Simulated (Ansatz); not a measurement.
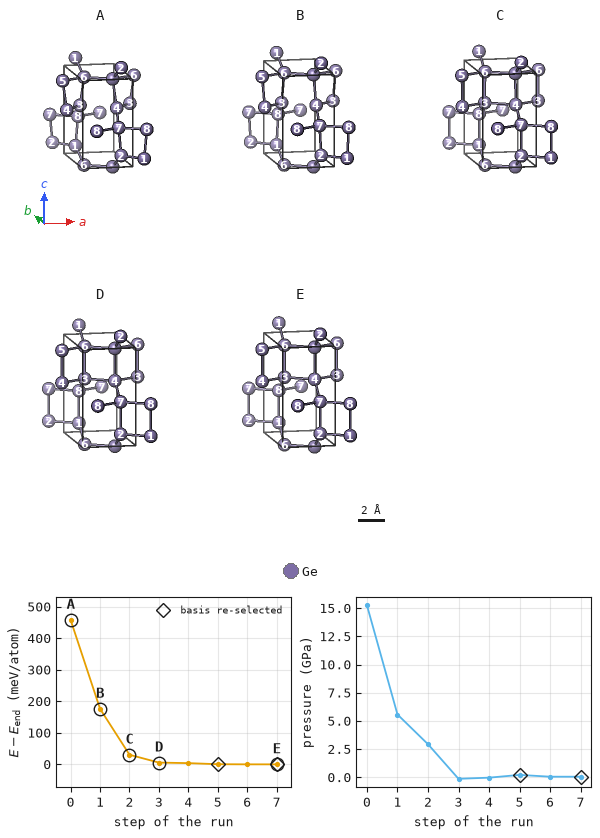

Frames of a relaxation of solid Ge (a generated structure, set up in Pnc2) (coarse preliminary run), marked on the history of the run. Style: ball-and-stick. Shown: the cell of the calculation, slightly off an axis.

Level of theory: DFT PBE, scalar-relativistic, plane waves, PAW in Ansatz. (plane-wave cutoff 420 eV; k-point mesh 4 × 4 × 4; occupations gaussian; smearing width 0.1 eV; no spin polarisation; cell and atoms relaxed; force threshold 0.04 eV/Å; at most 70 steps)

What happens along the run?

Answer. The largest moves relative to the cell, 0.35 Å, are those of Ge1, Ge2, Ge3 and Ge4. Ge1 goes roughly along [2 1 0]. Cell: a 3.982 → 4.183 Å (+5.0 %), b 6.838 → 6.883 Å (+0.7 %), c 6.956 → 7.875 Å (+13.2 %). Volume +19.7 %. Among the contacts that change: Ge1–Ge2 3.095 → 2.516 Å, Ge1–Ge8 2.297 → 2.536 Å, Ge1–Ge2 (another image) 2.284 → 2.516 Å, Ge5–Ge6 2.324 → 2.516 Å. New bonds form: Ge1–Ge2 (3.09 → 2.52 Å), Ge3–Ge4 (3.09 → 2.52 Å). Bond angles that change, for instance: Ge4–Ge3–Ge8 136.4° → 117.3°, Ge2–Ge7–Ge4 114.1° → 124.4°, Ge2–Ge7–Ge8 99.3° → 90.0°. The space group (tolerance 0.01 Å) goes from Pnc2 (No. 30) to Imma (No. 74). Over 5 accepted moves (7 points after the start) the energy falls by 458 meV per atom. The largest force component goes from 1.3 to 0.025 eV/Å. Pressure: 15.25 GPa at the start and 0.06 GPa at the end. The SCF was repeated twice at an unchanged geometry on a basis and grid sized afresh for the cell, which shifted the energy by 3.4 meV per atom at most. Cost: 3.9 min on 1 thread of Arm Neoverse V2 (shared host), peak memory 0.58 GiB. From step 0 to 1: Ge atoms move most (0.13 Å), volume +10.1 %, energy −282 meV per atom. From step 1 to 2: Ge atoms move most (0.21 Å), volume +2.0 %, energy −146 meV per atom. From step 2 to 3: Ge atoms move most (0.04 Å), volume +5.8 %, energy −24.9 meV per atom. From step 3 to 7: Ge atoms move most (0.04 Å), volume +0.7 %, energy −5.6 meV per atom.

```tsv
step	E − E(0), meV/atom	largest force component, eV/Å	pressure, GPa	volume, Å³/atom	note
0	0.00	1.3112	15.25	23.674	
1	-282.11	1.5741	5.57	26.069	
2	-427.85	0.4652	2.94	26.591	
3	-452.71	0.2030	-0.13	28.130	
4	-454.43	0.0263	-0.03	28.169	
5	-457.85	0.0236	0.22	28.169	same geometry, new basis
6	-458.28	0.0249	0.06	28.340	
7	-458.30	0.0249	0.06	28.340	same geometry, new basis
```

Limits of the set-up: the k-point mesh is coarse for a cell with partly filled bands.
